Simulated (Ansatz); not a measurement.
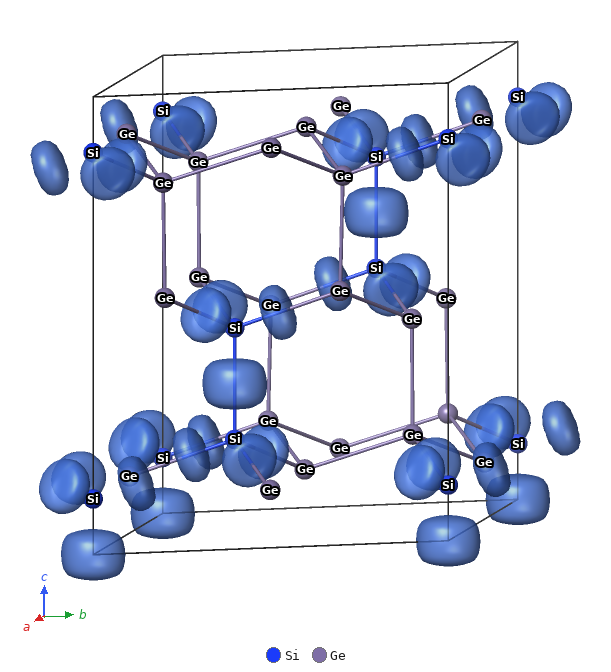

Figure. SiGe3. Isosurface of the electron localisation function at 0.8 (blue), seen slightly off an axis. Core shells and regions of very low density are left out. Sticks mark near contacts.

Space group R-3m; a generated structure, not necessarily the stable one.

The calculation used Ansatz, DFT PBE, scalar-relativistic, plane waves, PAW.

In a PAW calculation such maps are meaningful between the atoms, not at the nuclei.

Input

```
crystal:
  lattice:
    - [4.0149344425, 2.3180234812, 3.2773116535]
    - [-4.0149344425, 2.3180234812, 3.2773116535]
    - [0.0, -4.6360469623, 3.2773116535]
  atoms:
    - { symbol: Si, position: [0.878126391, 0.878126391, 0.878126391] }
    - { symbol: Si, position: [0.121873609, 0.121873609, 0.121873609] }
    - { symbol: Ge, position: [0.8782103291, 0.3717841612, 0.3717841612] }
    - { symbol: Ge, position: [0.6282158388, 0.6282158388, 0.1217896709] }
    - { symbol: Ge, position: [0.6282158388, 0.1217896709, 0.6282158388] }
    - { symbol: Ge, position: [0.3717841612, 0.3717841612, 0.8782103291] }
    - { symbol: Ge, position: [0.1217896709, 0.6282158388, 0.6282158388] }
    - { symbol: Ge, position: [0.3717841612, 0.8782103291, 0.3717841612] }
basis:
  ecutwfc: 420
kpoints:
  mp_grid: { grid: [6, 6, 6] }
  band_path:
    path:
      - [[0.0, 0.0, 0.0], [0.5, 0.0, 0.0], [0.5, -0.5, 0.5], [0.49982338, -0.50017662, 0.49982338]]
      - [[0.49982338, 0.49982338, 0.49982338], [0.0, 0.0, 0.0], [0.5, -0.5, 0.0]]
    npoints: 14
hamiltonian:
  xc: pbe
scf:
  occupations: { method: gaussian, width: 0.02 }
  n_extra_bands: 20
output:
  forces: true
  stress: true
  eigenvalues: true
  populations: true
  dos: { projected: true, de: 0.02, nscf_kmesh: { grid: [8, 8, 8] } }
  bader: true
  write_density: true
  write_potential: true
  elf: true
  volumetric_format: npy
```

Run with:

```sh
ansatz run input.yaml --threads 1 --pin off --max-ram 2560MiB --backend cpu --events-out ev --progress --plain --runs-dir out
```

Below, planes, directions and counts refer to the conventional cell (a = 8.03 Å, b = 8.03 Å, c = 9.83 Å, α = 90.00°, β = 90.00°, γ = 120.00°).

### Where are the electrons localised?

The surface consists of 18 regions between bonded Ge–Si atoms (shared pairs) and three regions between bonded Si–Si atoms (shared pairs), counted in one cell of 24 atoms. Any copies at cell faces, edges or corners count once.

Values along the shortest contacts:
Si–Si (2.40 Å): the ELF peaks at about 0.95 between the atoms (a covalent bond). Si–Ge (2.44 Å): the ELF peaks at about 0.90 between the atoms (a covalent bond).

### How much charge does the calculation move between the atoms?

Electrons move from Si towards Ge. Bader charges: Si +0.16 and Ge −0.05 e.
